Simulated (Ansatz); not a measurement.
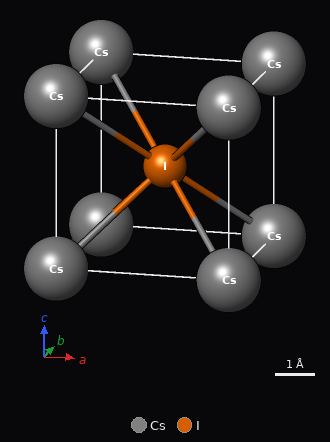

*The structure (ball-and-stick view of the cell of the calculation, seen slightly off an axis).*

Near neighbours in the crystal (not all of them lie inside the picture): Cs has 8 I at 3.99 Å; I has 8 Cs at 3.99 Å.

**GW calculation, with input and output: CsI**

System: CsI (Pm-3m, 2 atoms in the cell).
Method: G0W0 on LDA, plane waves, PAW, no spin polarisation (Ansatz 0.2.0).

The structure derives from an entry of the Crystallography Open Database. The geometry comes from this level: r2SCAN. It belongs to a series of runs on one base structure; here: starting point.

Input file:
```yaml
crystal:
  lattice:
    - [4.6080834137, 0.0, 0.0]
    - [0.0, 4.6080834137, 0.0]
    - [0.0, 0.0, 4.6080834137]
  atoms:
    - { symbol: Cs, position: [0.0, 0.0, 0.0] }
    - { symbol: I, position: [0.5, 0.5, 0.5] }
kpoints:
  mp_grid: { grid: [4, 4, 4] }
hamiltonian:
  xc: lda
scf:
  occupations: { method: fixed }
gw:
  n_empty_bands: 368
  ecut_chi: 140
  qp_bands: [v2, c2]
  qp_kpoints: band_edges
  screening: { model: contour_deformation }
```

Run on 2 threads of Arm Neoverse V2, 24 GiB of memory available, shared host.

Command:
```bash
ansatz run input.yaml --threads 2 --pin off --max-ram 3686MiB --backend cpu --events-out ev --progress --plain --runs-dir out
```

Output:
```
Engine: ansatz 0.2.0, aarch64-unknown-linux-gnu
Pseudopotentials: kind: paw
Pseudopotential: Cs, paw, valence charge 9, recommended cutoff 420 eV (normal), Cs.paw.azcp
Pseudopotential: I, paw, valence charge 17, recommended cutoff 420 eV (normal), I.paw.azcp
Functional definition: SPW92
  exchange = slater_x
  correlation = pw_c
Crystal: 2 atoms, lattice volume = 97.850 Å³
Basis set: ecut = 420 eV, 1935 PW (Γ)
Bands: 17, of which v1, the nominal top of the filled ones, is band 13 counted from 1 (12 counted from 0)
Symmetry: 48 space group operations
Space group: Pm-3m (ITA 221), of the structure as read, at distance tolerance 4.6e-5 Å
k-points: 10 of 64
Non-local potential: Cs, projectors of the file, l = 0: 3, l = 1: 2, l = 2: 2, l = 3: 2
Non-local potential: I, projectors of the file, l = 0: 2, l = 1: 2, l = 2: 2, l = 3: 2
PAW form: soft (Blöchl's): semilocal exchange-correlation on the pseudo side does not see the compensation charge
PAW frozen core: Cs, regenerated for the run's functional, and the local potential with it (the file was generated under x = pbe(κ = 0.804, μ = 0.2195149727645171), c = pbe(β = 0.06672455060314922))
PAW frozen core: I, regenerated for the run's functional, and the local potential with it (the file was generated under x = pbe(κ = 0.804, μ = 0.2195149727645171), c = pbe(β = 0.06672455060314922))
PAW one-centre angular grid: Cs, 194 points (default); XC on 64 Gauss nodes
PAW one-centre angular grid: I, 590 points (default); XC on 64 Gauss nodes
Initial density: superposition of atomic densities (neutral atoms: chi_scale 0, normalization atom), corrected by the library's trained network
Initial wavefunctions: pseudopotential atomic-orbital guess
Functional: x = slater, c = lda
SCF iter   1: F=—  HF=-12863.828754 eV  |F-HF|=—  |Δ(HF+E_count)|=         —  Δρ=3.50e-3  dr2=6.65e-3  ethr=1.77e-3  ⟨swp⟩=5.7  Hψ=800  notcnv=0  defer=13
preconditioner: auto → Resta (q_TF=auto, 2.188 Å⁻¹)  ε∞=2.7  [insulator: Δε(μ)=3.415 eV  Ē_g=10.631 eV  n_scr=18 (ndim 8)  ℏωp=14.0 eV  f_vac=0.030  ε∞_Penn≈2.7]
SCF iter   2: F=—  HF=-12863.827576 eV  |F-HF|=—  |Δ(HF+E_count)|=   1.18e-3  Δρ=1.93e-3  dr2=2.21e-3  ethr=2.56e-5  ⟨swp⟩=2.7  Hψ=349  notcnv=0  defer=18
SCF iter   3: F=—  HF=-12863.827545 eV  |F-HF|=—  |Δ(HF+E_count)|=   3.09e-5  Δρ=2.07e-4  dr2=4.36e-5  ethr=8.51e-6  ⟨swp⟩=3.2  Hψ=282  notcnv=0  defer=18
SCF iter   4: F=—  HF=-12863.827551 eV  |F-HF|=—  |Δ(HF+E_count)|=   6.01e-6  Δρ=1.19e-4  dr2=2.08e-5  ethr=1.68e-7  ⟨swp⟩=2.0  Hψ=300  notcnv=0  defer=18
SCF iter   5: F=—  HF=-12863.827539 eV  |F-HF|=—  |Δ(HF+E_count)|=   1.22e-5  Δρ=3.00e-5  dr2=1.26e-6  ethr=8.01e-8  ⟨swp⟩=2.0  Hψ=300  notcnv=0  defer=18
SCF iter   6: F=—  HF=-12863.827539 eV  |F-HF|=—  |Δ(HF+E_count)|=   1.42e-7  Δρ=1.19e-5  dr2=1.61e-7  ethr=4.86e-9  ⟨swp⟩=2.5  Hψ=308  notcnv=0  defer=18
SCF iter   7: F=-12863.827539 eV  HF=-12863.827539 eV  |F-HF|=4.88e-9  |Δ(HF+E_count)|=   8.42e-8  Δρ=2.04e-6  dr2=4.33e-9  ethr=3.85e-10  ⟨swp⟩=7.5  Hψ=745  notcnv=0
SCF 1 converged in 7 iterations: F = -12863.827539 eV  dr2 = 4.33e-9
  greatest PAW one-centre occupation: 1.000 electrons in one spin orbital (limit 2), on the I atom at site 1 (counted from 0), in its partial waves of l = 2
```

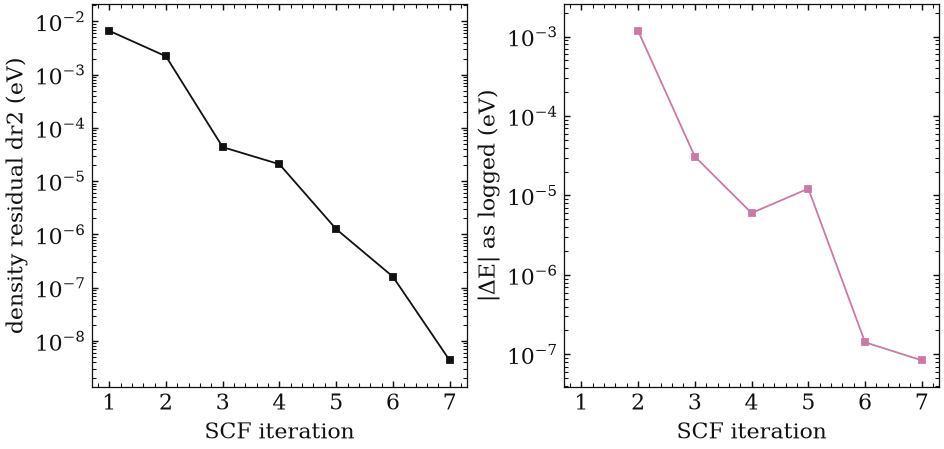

*Convergence of the self-consistent field: density residual dr2 and size of the energy change against the SCF iteration.*

The residual falls at every step.

```
NSCF: frozen V_eff on 10 k-points
G₀W₀ screening: q 1/10
G₀W₀ screening: q 2/10 (q-point 4)
G₀W₀ screening: q 3/10 (q-point 5)
G₀W₀ screening: q 4/10 (q-point 8)
G₀W₀ screening: q 5/10 (q-point 7)
G₀W₀ screening: q 6/10 (q-point 2)
G₀W₀ screening: q 7/10 (q-point 9)
G₀W₀ screening: q 8/10 (q-point 3)
G₀W₀ screening: q 9/10 (q-point 6)
G₀W₀ screening: q 10/10
G₀W₀ self-energy: k 1/7
G₀W₀ self-energy: k 2/7
G₀W₀ self-energy: k 3/7
G₀W₀ self-energy: k 4/7
G₀W₀ self-energy: k 5/7
G₀W₀ self-energy: k 6/7
G₀W₀ self-energy: k 7/7
SCF converged after 7 iterations
Free energy (F): -12863.827539 eV
Harris-Foulkes:  -12863.827539 eV  (|F-HF|=4.88e-9)
Internal energy: -12863.827539 eV  (E = F + TS)
E sigma→0 (E₀):  -12863.827539 eV
Fermi energy:    3.459179 eV
--- Per-component energies (eV) ---
  E_band       = -447.674415
  E_kinetic    = 332.130370
  E_local      = -2486.164638  (includes V_loc(G=0)·N_el)
  E_nonlocal   = -52.746773
  E_hartree    = 1229.318753
  E_xc         = -300.333962
  E_vxc        = -255.603401  (∫ρ·V_xc dr)
  E_paw        = -9563.431325  (= ΣΔE_a)
  E_vpaw       = -443.923506  (= ΣTr[D̂ρ^β])
  E_aug_tail   = 0.000050  (compensation charges beyond the density's cutoff)
  E_ewald      = -2023.651785
  E_core_change = 1.051771  (= ΣΔE_core)
  E_smearing   = -0.000000  (= −TS)
  E_closure    = -0.000000  (closes the sum)
  Σ components = -12863.827539   (vs F -12863.827539, Δ=0.00e0)
--- Band table (eV; the first three rows and the last of 10) ---
  k-point 0: bands = ["-39.3880", "-39.3880", "-39.3880", "-39.3866", "-39.3866", "-16.9734", "-7.2613", "-3.6043", "-3.6043", "-3.6043", "3.3670", "3.3670", "3.3670", "6.8999", "7.4841", "7.4841", "11.1135"]
  k-point 1: bands = ["-39.3880", "-39.3880", "-39.3880", "-39.3866", "-39.3865", "-16.9622", "-7.2626", "-3.6880", "-3.5744", "-3.5744", "2.5127", "3.2985", "3.2985", "7.8374", "8.0567", "8.6693", "10.9640"]
  k-point 2: bands = ["-39.3880", "-39.3880", "-39.3880", "-39.3866", "-39.3865", "-16.9509", "-7.2665", "-3.7571", "-3.5439", "-3.5439", "1.9037", "3.2268", "3.2268", "8.4621", "9.5778", "9.8374", "10.0535"]
  k-point 9: bands = ["-39.3880", "-39.3880", "-39.3880", "-39.3864", "-39.3864", "-16.9114", "-7.0081", "-3.8520", "-3.8520", "-3.8520", "2.1841", "2.1841", "2.1841", "10.3388", "10.3388", "10.3388", "11.0785"]
--- G₀W₀: contour deformation, 6 samples at zero and on the imaginary axis and 2 off it, 64 q-points, 368 empty bands' worth ---
  eigenvalues of the whole cell's RPA ε∞ on this k-mesh (on a slab, of 1 + 4πα/V) = 3.2048, 3.2048, 3.2048; static W/v taken at q = 0 is 0.312035
  bands read: the sum over 381 bands ends inside a degenerate multiplet in 2 slots, whose members it reads at an even weight; the widest, k=2: bands 381 to 382 (counted from 1) at 1/2 each
  gw.qp_kpoints: band_edges: 7 of 10 stored k-points solved, in 1 pass; an edge of the gap read off the rows below is read off those points alone
    valence top: of the k-points left out ik 6 came nearest to being solved in a further pass, in band 12 (counted from 1, as in the quasiparticle table): it holds the edge there only if its correction is more favourable than any solved in that band by at least 0.684 eV; those differ by 0.061 eV
    conduction bottom: of the k-points left out ik 8 came nearest to being solved in a further pass, in band 14 (counted from 1, as in the quasiparticle table): it holds the edge there only if its correction is more favourable than any solved in that band by at least 1.616 eV; those differ by 0.078 eV
    ik  band        ε_KS         Σx   Σc(E_QP)       V_xc       Z   E_QP_lin       E_QP  E_QP is
     0    12      3.3670   -17.2440     1.5453   -14.4427  0.7877     2.0864     2.1110  root
     0    13      3.3670   -17.2440     1.5453   -14.4427  0.7877     2.0864     2.1110  root
     0    14      6.8999    -4.9806    -3.4233    -9.2811  0.8362     7.7854     7.7772  root
     0    15      7.4841    -3.7381    -3.3625    -7.9156  0.8314     8.3070     8.2991  root
     1    12      3.2985   -17.0361     1.5574   -14.2201  0.7869     2.0149     2.0399  root
     1    13      3.2985   -17.0361     1.5574   -14.2201  0.7869     2.0149     2.0399  root
     1    14      7.8374    -3.6983    -3.4692    -8.0103  0.8291     8.6891     8.6802  root
     1    15      8.0567    -5.4651    -3.5213    -9.8678  0.8286     8.9476     8.9382  root
     2    12      3.2268   -16.8160     1.5694   -13.9860  0.7861     1.9406     1.9662  root
     2    13      3.2268   -16.8160     1.5694   -13.9860  0.7861     1.9406     1.9662  root
     2    14      8.4621    -3.6533    -3.7380    -8.3119  0.8226     9.3950     9.3827  root
     2    15      9.5778    -5.2643    -3.6719    -9.8068  0.8197    10.4595    10.4484  root
     3    12      2.9098   -16.7698     1.6581   -13.8272  0.7846     1.5973     1.6253  root
     3    13      3.3195   -17.0281     1.5528   -14.2175  0.7869     2.0367     2.0617  root
     3    14      8.2316    -4.7454    -3.5695    -9.2118  0.8255     9.1388     9.1284  root
     3    15      8.4048    -4.5524    -3.5329    -8.9641  0.8275     9.2934     9.2836  root
     4    12      2.8798   -16.6799     1.6734   -13.7177  0.7837     1.5624     1.5910  root
     4    13      3.3378   -17.0017     1.5464   -14.1991  0.7869     2.0568     2.0817  root
     4    14      8.1742    -4.3203    -3.5401    -8.7401  0.8263     9.0640     9.0539  root
     4    15      8.7465    -4.8481    -3.5625    -9.3161  0.8263     9.6624     9.6520  root
     5    12      2.6068   -16.7423     1.7771   -13.6484  0.7812     1.2588     1.2901  root
     5    13      3.4592   -17.2389     1.5277   -14.4575  0.7876     2.1813     2.2056  root
     5    14      7.4626    -3.9561    -3.3825    -8.1850  0.8327     8.3174     8.3090  root
     5    15      8.1771    -4.6404    -3.4788    -9.0148  0.8299     9.0822     9.0727  root
     7    12      2.6444   -16.0453     1.7216   -13.0283  0.7810     1.3187     1.3489  root
     7    13      2.9782   -16.8399     1.6444   -13.9130  0.7847     1.6680     1.6957  root
     7    14      8.7207    -4.3801    -3.5358    -8.8194  0.8266     9.6348     9.6243  root
     7    15      9.0969    -4.9700    -3.6683    -9.6169  0.8231    10.0882    10.0754  root
```

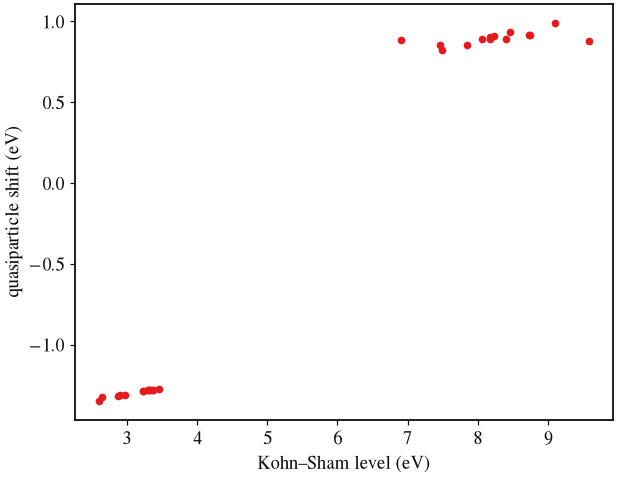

*Quasiparticle corrections (linearised) against the Kohn–Sham levels, for the bands and k-points computed.*

On this mesh the gap goes from 3.44 to 5.57 eV.

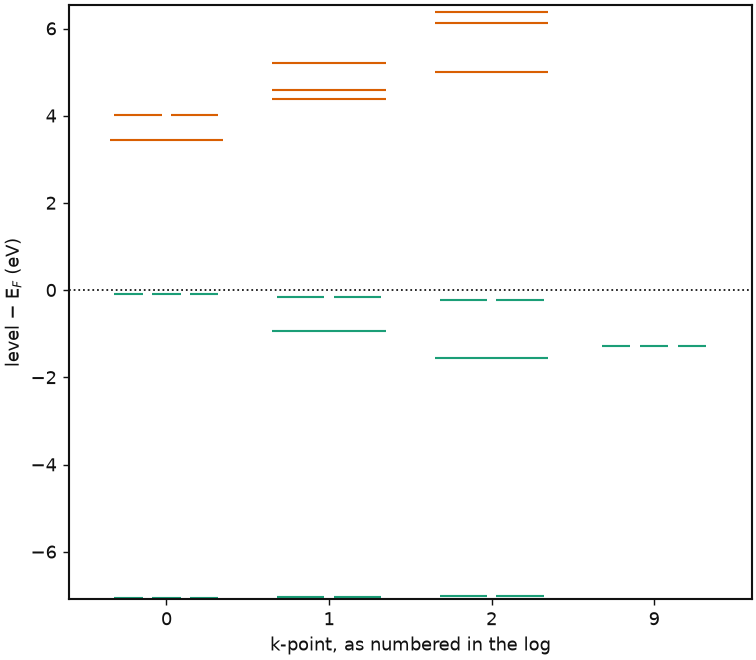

*Kohn–Sham levels near the Fermi level (dotted) at the few k-points that the log prints; levels within 0.02 eV of each other stand side by side.*

Among these points the highest filled and lowest empty levels are 3.53 eV apart; the gap on the full mesh, 3.44 eV, has an edge at a point that isn't printed.

Key numbers:

- outcome: converged
- space group (tolerance 0.01 Å): Pm-3m (221)
- electrons treated: 26
- free energy: −12863.8275 eV
- Fermi energy: 3.459 eV
- gap on the k-point mesh: 3.44 eV
- quasiparticle gap on the mesh: 5.57 eV
- wall time: 2.3 min (CPU time 4.4 min)
- peak memory: 0.79 GiB

The GW levels are not extrapolated in basis or mesh.
